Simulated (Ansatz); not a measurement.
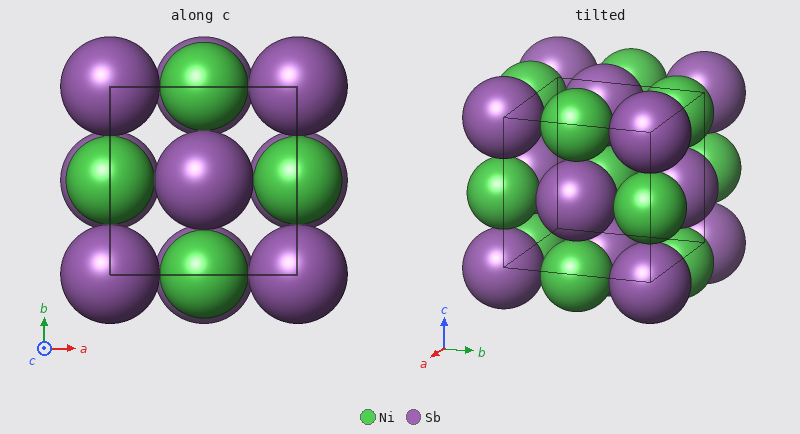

A space-filling picture of a crystal structure, seen along the c axis and slightly off an axis. One conventional unit cell is framed, with atoms on its boundary repeated.

NiSb, space group Fm-3m (No. 225), a = 5.22 Å, b = 5.22 Å, c = 5.22 Å, α = 90.00°, β = 90.00°, γ = 90.00°.

Results below were computed with DFT r2SCAN, scalar-relativistic, plane waves, PAW in Ansatz 0.2.0; the settings were 500 eV cutoff, k-points about 0.28 Å⁻¹ apart, Gaussian smearing of 0.05 eV, collinear spins.

Predict the gap.

Answer. A metal: bands cross the Fermi level.

What pressure does the cell stand under at this volume?

Answer. The computed pressure is 0.0 GPa, close to zero.

The structure comes from a structure type filled with these elements by a generator (whether the compound takes this form wasn't checked). Earlier steps of the study, as a rule a relaxation of our own, may have changed the cell and positions, so they can lie some per cent off the listed ones. Ansatz was used for an electronic-structure calculation on it.
